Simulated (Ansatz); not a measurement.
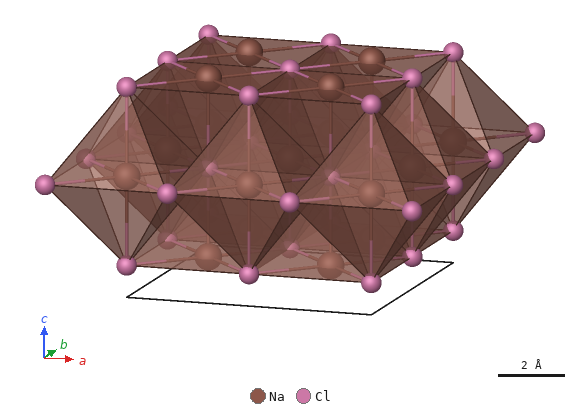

This is the input geometry for a constrained relaxation of a slab of composition NaCl (cut from the Fm-3m phase). Style: polyhedral. Shown: the cell of the calculation, outlined in the plane, without the vacuum, slightly off an axis.

Case: clean slab, lower planes held. The slab is the (1 0 0) face of NaCl. 8 atoms are held fixed.

Theory: Ansatz 0.2.0, DFT PBE+D3(BJ), scalar-relativistic, plane waves, PAW.

Input file:
```yaml
crystal:
  lattice:
    - [7.8849376907, 0.0, 0.0]
    - [0.0, 7.8849376907, 0.0]
    - [0.0, 0.0, 21.5754929103]
  atoms:
    - { symbol: Na, position: [0.25, 0.25, 0.3707910653] }
    - { symbol: Na, position: [0.25, 0.75, 0.3707910653] }
    - { symbol: Na, position: [0.75, 0.25, 0.3707910653] }
    - { symbol: Na, position: [0.75, 0.75, 0.3707910653] }
    - { symbol: Cl, position: [0.5, 0.5, 0.3707910653] }
    - { symbol: Cl, position: [0.5, 0.0, 0.3707910653] }
    - { symbol: Cl, position: [0.0, 0.5, 0.3707910653] }
    - { symbol: Cl, position: [0.0, 0.0, 0.3707910653] }
    - { symbol: Na, position: [0.5, 0.5, 0.5] }
    - { symbol: Na, position: [0.5, 0.0, 0.5] }
    - { symbol: Na, position: [0.0, 0.5, 0.5] }
    - { symbol: Na, position: [0.0, 0.0, 0.5] }
    - { symbol: Cl, position: [0.75, 0.75, 0.5] }
    - { symbol: Cl, position: [0.75, 0.25, 0.5] }
    - { symbol: Cl, position: [0.25, 0.75, 0.5] }
    - { symbol: Cl, position: [0.25, 0.25, 0.5] }
    - { symbol: Na, position: [0.75, 0.75, 0.6292089347] }
    - { symbol: Na, position: [0.75, 0.25, 0.6292089347] }
    - { symbol: Na, position: [0.25, 0.75, 0.6292089347] }
    - { symbol: Na, position: [0.25, 0.25, 0.6292089347] }
    - { symbol: Cl, position: [0.0, 0.0, 0.6292089347] }
    - { symbol: Cl, position: [0.0, 0.5, 0.6292089347] }
    - { symbol: Cl, position: [0.5, 0.0, 0.6292089347] }
    - { symbol: Cl, position: [0.5, 0.5, 0.6292089347] }
basis:
  ecutwfc: 420
kpoints:
  mp_grid: { grid: [2, 2, 1] }
hamiltonian:
  xc: pbe
  dispersion: d3bj
scf:
  occupations: { method: gaussian, width: 0.05 }
output:
  forces: true
  eigenvalues: true
relax:
  adjacent_minimum: "off"
  f_tol: 0.03
  max_steps: 70
  constraints: [{ sites: [0, 1, 2, 3, 4, 5, 6, 7] }]
efield:
  axis: 3
  dipole_correction: true
  ramp_width: 0.04
```

Launched with:
```bash
ansatz run input.yaml --threads 4 --pin off --max-ram 10240MiB --backend cpu --events-out ev --progress --plain --runs-dir out
```

Q: Where does the constrained relaxation end?

A: The energy falls by 37.5 meV per cell of the calculation in 2 geometry steps. Largest force component: 0.18 eV/Å at the start, 0.0055 eV/Å at the end. The largest moves, 0.075 Å, are those of Cl21, Cl22, Cl23 and Cl24. Cl21 goes along the normal (+c). Largest moves by element: Cl 0.075 Å, Na 0.035 Å. The lattice vectors keep their values. Near-neighbour distances that change, for instance: Na10–Cl23 2.788 → 2.833 Å, Cl13–Na17 2.788 → 2.755 Å, Cl5–Na9 2.788 → 2.817 Å. Among the angles between lasting bonds that change: Cl21–Na20–Cl24 180.0° → 175.5°, Na17–Cl23–Na20 180.0° → 175.5°, Cl16–Na20–Cl21 90.0° → 92.3°.

The end point in the same view:

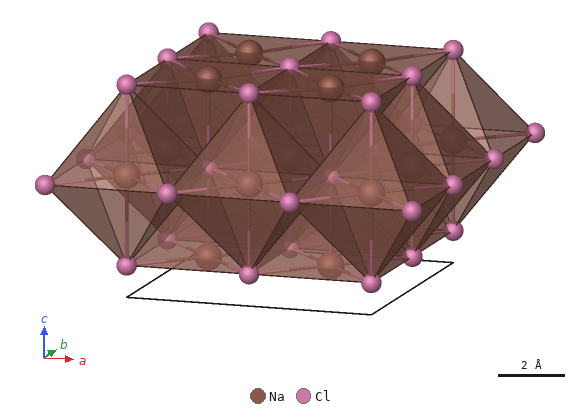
